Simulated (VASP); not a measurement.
## Geometry relaxation, with input and output: Lu (part 3 of 4)

The same run, continued: Lu (P6₃/mmc, 2 atoms in the cell); Kohn-Sham DFT of a periodic cell, PBEsol, VASP PAW PBE potentials, recommended, no spin polarisation (VASP 6.6.1); cutoff 600 eV, 12×12×7 k-mesh, methfessel-paxton of 0.1 eV. The structure derives from an entry of the Crystallography Open Database.

Geometry of the input (Å; fractional positions):
```
3.5031  0.0000  0.0000
-1.7515  3.0338  0.0000
0.0000  0.0000  5.5509
Lu 0.3333  0.6667  0.2500
Lu 0.6667  0.3333  0.7500
```

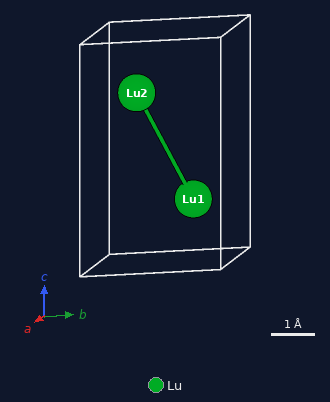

*The input geometry (ball-and-stick view of the cell of the calculation, seen slightly off an axis; atoms are numbered from 1 in the order of the input). An atom can appear more than once, as a periodic image.*

Parts of OUTCAR, continued
```
   k-points           NKPTS =     76   k-points in BZ     NKDIM =     76   number of bands    NBANDS=     30
   number of dos      NEDOS =    301   number of ions     NIONS =      2
   total plane-waves  NPLWV =  37632
   dimension x,y,z NGX =    28 NGY =   28 NGZ =   48
   dimension x,y,z NGXF=    56 NGYF=   56 NGZF=   96
   ions per type =               2
   NGX,Y,Z   is equivalent  to a cutoff of  13.29, 13.29, 14.38 a.u.
   NGXF,Y,Z  is equivalent  to a cutoff of  26.58, 26.58, 28.75 a.u.
 SYSTEM =  Lu
   PREC   = accura    normal or accurate (medium, high low for compatibility)
   ISTART =      0    job   : 0-new  1-cont  2-samecut
   ICHARG =      2    charge: 1-file 2-atom 10-const
   ISPIN  =      1    spin polarized calculation?
   LNONCOLLINEAR =      F non collinear calculations
   LSORBIT =      F    spin-orbit coupling
   LASPH  =      T    aspherical Exc in radial PAW
   ENCUT  =  600.0 eV  44.10 Ry    6.64 a.u.   7.00  7.00 11.09*2*pi/ulx,y,z
   NELM   =     80;   NELMIN=  2; NELMDL= -5     # of ELM steps
   EDIFF  = 0.1E-05   stopping-criterion for ELM
   LREAL  =      F    real-space projection
   EDIFFG = -.1E-01   stopping-criterion for IOM
   NSW    =     90    number of steps for IOM
   IBRION =      2    ionic relax: 0-MD 1-quasi-New 2-CG
   NFREE  =      1    steps in history (QN), initial steepest desc. (CG)
   ISIF   =      3    stress and relaxation
   ISYM   =      2    0-nonsym 1-usesym 2-fastsym
   POTIM  = 0.5000    time-step for ionic-motion
   TEBEG  =    0.0;   TEEND  =   0.0 temperature during run
   PSTRESS=    0.0 pullay stress
   NELECT =      50.0000    total number of electrons
   NUPDOWN=      -1.0000    fix difference up-down
   EMIN   =  10.00;   EMAX   =-10.00  energy-range for DOS
   EFERMI =   0.00;   METHOD = LEGACY
   ISMEAR =     1;   SIGMA  =   0.10  broadening in eV -4-tet -1-fermi 0-gaus
   EFERMI_NEDOS =   21; number of points for ismear=-14 and -15
   IALGO  =     38    algorithm
   IMIX   =      4    mixing-type and parameters
     AMIX     =   0.40;   BMIX     =  1.00
     AMIX_MAG =   1.60;   BMIX_MAG =  1.00
  volume/ion in A,a.u.               =      29.50       199.05
  Fermi-wavevector in a.u.,A,eV,Ry     =   1.549287  2.927727 32.657919  2.400289
  Thomas-Fermi vector in A             =   2.654115
   LORBIT       =      0    0 simple, 1 ext, 2 COOP (PROOUT), +10 PAW based schemes
   GGA     = PS    functional components
   LHFCALC =     F    Hartree Fock is set to
   AEXX    =    0.0000 exact exchange contribution
   IVDW    =     0    specifies the selected vdW correction
   LEPSILON=     F    determine dielectric tensor
   LRPA    =     F    only Hartree local field effects (RPA)
 conjugate gradient relaxation of ions
 non-spin polarized calculation
 Methfessel and Paxton  Order N= 1 SIGMA  =   0.10
  energy-cutoff  :      600.00
  volume of cell :       58.99
 maximum number of plane-waves:      1989
 NGX is ok and might be reduce to    28
   NGX = 13   NGY = 13   NGZ = 23

--------------------------------------- Ionic step        1  -------------------------------------------

 number of electron      50.0000005 magnetization

 Free energy of the ion-electron system (eV)
  ---------------------------------------------------
  ext. energy  EPLUGINS =         0.00000000
  ---------------------------------------------------
  free energy    TOTEN  =        -9.86334806 eV

  energy without entropy =       -9.86335073  energy(sigma->0) =       -9.86334895

------------------------ aborting loop because EDIFF is reached ----------------------------------------

  FORCE on cell =-STRESS in cart. coord.  units (eV):
  Direction    XX          YY          ZZ          XY          YZ          ZX
  --------------------------------------------------------------------------------------
  -------------------------------------------------------------------------------------
  Total       -0.9238944     -0.9238944     -1.4315459      0.0000000      0.0000000      0.0000000
  in kB      -25.0919153    -25.0919153    -38.8791488      0.0000000      0.0000000      0.0000000
  external PRESSURE =     -29.6876598 kB  Pullay stress =       0.0000000 kB

 VOLUME and BASIS-vectors are now :
 -----------------------------------------------------------------------------
  energy-cutoff  :      600.00
  volume of cell :       58.99
      direct lattice vectors                 reciprocal lattice vectors
     3.503100000  0.000000000  0.000000000     0.285461448  0.164811244  0.000000000
    -1.751550000  3.033773592  0.000000000     0.000000000  0.329622488  0.000000000
     0.000000000  0.000000000  5.550900000     0.000000000  0.000000000  0.180150967

 POSITION                                       TOTAL-FORCE (eV/Angst)
 -----------------------------------------------------------------------------------
     -0.00000      2.02252      1.38773         0.000000      0.000000      0.000000
      1.75155      1.01126      4.16318        -0.000000     -0.000000      0.000000
 -----------------------------------------------------------------------------------
    total drift:                               -0.000000      0.000000     -0.000000

  FREE ENERGIE OF THE ION-ELECTRON SYSTEM (eV)
  ---------------------------------------------------
  free  energy   TOTEN  =        -9.8633480608 eV

  energy  without entropy=       -9.8633507335  energy(sigma->0) =       -9.86334895

--------------------------------------- Ionic step        2  -------------------------------------------

 number of electron      49.9999996 magnetization

------------------------ aborting loop because EDIFF is reached ----------------------------------------

  FORCE on cell =-STRESS in cart. coord.  units (eV):
  Direction    XX          YY          ZZ          XY          YZ          ZX
  --------------------------------------------------------------------------------------
  -------------------------------------------------------------------------------------
  Total        0.4480052      0.4480052      0.2533644      0.0000000      0.0000000      0.0000000
  in kB       13.1835403     13.1835403      7.4558051      0.0000000      0.0000000      0.0000000
  external PRESSURE =      11.2742952 kB  Pullay stress =       0.0000000 kB

 VOLUME and BASIS-vectors are now :
 -----------------------------------------------------------------------------
  energy-cutoff  :      600.00
  volume of cell :       54.45
      direct lattice vectors                 reciprocal lattice vectors
     3.425031458  0.000000000  0.000000000     0.291968121  0.168567873  0.000000000
    -1.712515729  2.966164251 -0.000000000    -0.000000000  0.337135747  0.000000000
     0.000000000  0.000000000  5.359223058    -0.000000000  0.000000000  0.186594211

 POSITION                                       TOTAL-FORCE (eV/Angst)
 -----------------------------------------------------------------------------------
     -0.00000      1.97744      1.33981        -0.000000      0.000000      0.000000
      1.71252      0.98872      4.01942         0.000000     -0.000000      0.000000
 -----------------------------------------------------------------------------------
    total drift:                               -0.000000      0.000000     -0.000000

  FREE ENERGIE OF THE ION-ELECTRON SYSTEM (eV)
  ---------------------------------------------------
  free  energy   TOTEN  =        -9.8996584692 eV

  energy  without entropy=       -9.8981060923  energy(sigma->0) =       -9.89914101

--------------------------------------- Ionic step        3  -------------------------------------------

 number of electron      50.0000000 magnetization

------------------------ aborting loop because EDIFF is reached ----------------------------------------

  FORCE on cell =-STRESS in cart. coord.  units (eV):
  Direction    XX          YY          ZZ          XY          YZ          ZX
  --------------------------------------------------------------------------------------
  -------------------------------------------------------------------------------------
  Total        0.0801469      0.0801469     -0.1814309      0.0000000      0.0000000      0.0000000
  in kB        2.3209452      2.3209452     -5.2539917      0.0000000      0.0000000      0.0000000
  external PRESSURE =      -0.2040338 kB  Pullay stress =       0.0000000 kB

 VOLUME and BASIS-vectors are now :
 -----------------------------------------------------------------------------
  energy-cutoff  :      600.00
  volume of cell :       55.33
      direct lattice vectors                 reciprocal lattice vectors
     3.440477796  0.000000000  0.000000000     0.290657304  0.167811073  0.000000000
    -1.720238898  2.979541172 -0.000000000    -0.000000000  0.335622145  0.000000000
     0.000000000  0.000000000  5.397147512    -0.000000000  0.000000000  0.185283059

 POSITION                                       TOTAL-FORCE (eV/Angst)
 -----------------------------------------------------------------------------------
     -0.00000      1.98636      1.34929         0.000000      0.000000      0.000000
      1.72024      0.99318      4.04786        -0.000000     -0.000000      0.000000
 -----------------------------------------------------------------------------------
    total drift:                               -0.000000      0.000000     -0.000000

  FREE ENERGIE OF THE ION-ELECTRON SYSTEM (eV)
  ---------------------------------------------------
  free  energy   TOTEN  =        -9.9014362369 eV

  energy  without entropy=       -9.8999817114  energy(sigma->0) =       -9.90095140

[... ionic steps 4 to 31 ...]

--------------------------------------- Ionic step       32  -------------------------------------------

 number of electron      50.0000000 magnetization

------------------------ aborting loop because EDIFF is reached ----------------------------------------

  FORCE on cell =-STRESS in cart. coord.  units (eV):
  Direction    XX          YY          ZZ          XY          YZ          ZX
  --------------------------------------------------------------------------------------
  -------------------------------------------------------------------------------------
  Total       -0.0025659     -0.0025659     -0.0366745     -0.0000000      0.0000000      0.0000000
  in kB       -0.0743339     -0.0743339     -1.0624498     -0.0000000      0.0000000      0.0000000
  external PRESSURE =      -0.4037058 kB  Pullay stress =       0.0000000 kB

 VOLUME and BASIS-vectors are now :
 -----------------------------------------------------------------------------
  energy-cutoff  :      600.00
  volume of cell :       55.31
      direct lattice vectors                 reciprocal lattice vectors
     3.449881570 -0.000000000  0.000000000     0.289865023  0.167353649  0.000000000
    -1.724940785  2.987685080 -0.000000000     0.000000000  0.334707298  0.000000000
    -0.000000000 -0.000000000  5.365708359    -0.000000000  0.000000000  0.186368683

 POSITION                                       TOTAL-FORCE (eV/Angst)
 -----------------------------------------------------------------------------------
     -0.00000      1.99179      1.34143         0.000000      0.000000      0.000000
      1.72494      0.99590      4.02428        -0.000000     -0.000000      0.000000
 -----------------------------------------------------------------------------------
    total drift:                               -0.000000      0.000000     -0.000000

  FREE ENERGIE OF THE ION-ELECTRON SYSTEM (eV)
  ---------------------------------------------------
  free  energy   TOTEN  =        -9.9022871808 eV

  energy  without entropy=       -9.9007303984  energy(sigma->0) =       -9.90176825

--------------------------------------- Ionic step       33  -------------------------------------------

 number of electron      50.0000000 magnetization

------------------------ aborting loop because EDIFF is reached ----------------------------------------

  FORCE on cell =-STRESS in cart. coord.  units (eV):
  Direction    XX          YY          ZZ          XY          YZ          ZX
  --------------------------------------------------------------------------------------
  -------------------------------------------------------------------------------------
  Total        0.0124174      0.0124174     -0.0267627     -0.0000000      0.0000000      0.0000000
  in kB        0.3597615      0.3597615     -0.7753817     -0.0000000      0.0000000      0.0000000
  external PRESSURE =      -0.0186196 kB  Pullay stress =       0.0000000 kB

 VOLUME and BASIS-vectors are now :
 -----------------------------------------------------------------------------
  energy-cutoff  :      600.00
  volume of cell :       55.30
      direct lattice vectors                 reciprocal lattice vectors
     3.449858647 -0.000000000  0.000000000     0.289866949  0.167354761  0.000000000
    -1.724929324  2.987665228 -0.000000000     0.000000000  0.334709522  0.000000000
    -0.000000000 -0.000000000  5.365274119    -0.000000000  0.000000000  0.186383767

 POSITION                                       TOTAL-FORCE (eV/Angst)
 -----------------------------------------------------------------------------------
     -0.00000      1.99178      1.34132         0.000000      0.000000      0.000000
      1.72493      0.99589      4.02396        -0.000000     -0.000000      0.000000
 -----------------------------------------------------------------------------------
    total drift:                               -0.000000      0.000000     -0.000000

  FREE ENERGIE OF THE ION-ELECTRON SYSTEM (eV)
  ---------------------------------------------------
  free  energy   TOTEN  =        -9.9022880800 eV

  energy  without entropy=       -9.9007292828  energy(sigma->0) =       -9.90176848

--------------------------------------- Ionic step       34  -------------------------------------------

 number of electron      50.0000000 magnetization

 Free energy of the ion-electron system (eV)
  ---------------------------------------------------
  ext. energy  EPLUGINS =         0.00000000
  ---------------------------------------------------
  free energy    TOTEN  =        -9.90229117 eV

  energy without entropy =       -9.90072832  energy(sigma->0) =       -9.90177022

 E-fermi :   2.2861     XC(G=0): -11.0298     alpha+bet : -9.0206
```
